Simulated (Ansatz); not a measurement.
Input file:

```
crystal:
  lattice:
    - [0.0, 2.1115012877, 2.1115012877]
    - [2.1115012877, 0.0, 2.1115012877]
    - [2.1115012877, 2.1115012877, 0.0]
  atoms:
    - { symbol: Ta, position: [0.0, 0.0, 0.0] }
hamiltonian:
  xc: hse06
  pseudopotentials:
    kind: paw
    azcp:
      Ta: "pseudopotentials/Ta.paw.azcp"
basis:
  ecutwfc: 420
  fft_grid_basis: typed
kpoints:
  mp_grid: { grid: [7, 7, 7], shift: [0, 0, 0] }
magnetization:
  spin_polarized: false
scf:
  occupations: { method: fermi_dirac, width: 0.1 }
output:
  write_density: true
  write_potential: true
  elf: true
  volumetric_format: npy
```

Command:

```sh
ansatz run input.yaml --threads 4 --pin off --max-ram 8192MiB --backend cpu --events-out ev --progress --plain --runs-dir out
```

Below, planes, directions and counts refer to the conventional cell (a = 4.22 Å, b = 4.22 Å, c = 4.22 Å, α = 90.00°, β = 90.00°, γ = 90.00°).

Space group Fm-3m; set up as Ta, fcc; a generated structure, not necessarily the stable one; computed without spin polarisation.

All numbers below come from DFT, HSE06, plane waves (420 eV) with PAW, scalar-relativistic (Ansatz 0.2.0).

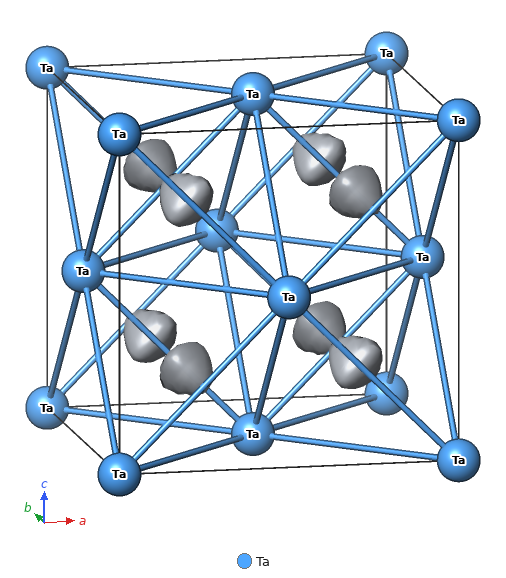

Ta. Isosurface of the electron localisation function at 0.65 (grey), seen at an oblique angle. Core shells and regions of very low density are left out. Sticks mark near contacts.

Core electrons are frozen (PAW), and the valence fields are smoothed inside the atomic spheres.

Q: Identify the bonds, lone pairs and shells in this picture.

A: The surface consists of eight pockets between the atoms, centred on no nucleus (multi-centre or interstitial), counted in one cell of 4 atoms. Regions shared between cells count once. There are no localised bonds or lone pairs at this value.

Values along the shortest contacts:
Ta–Ta (2.99 Å): the ELF is about 0.30 at the midpoint.
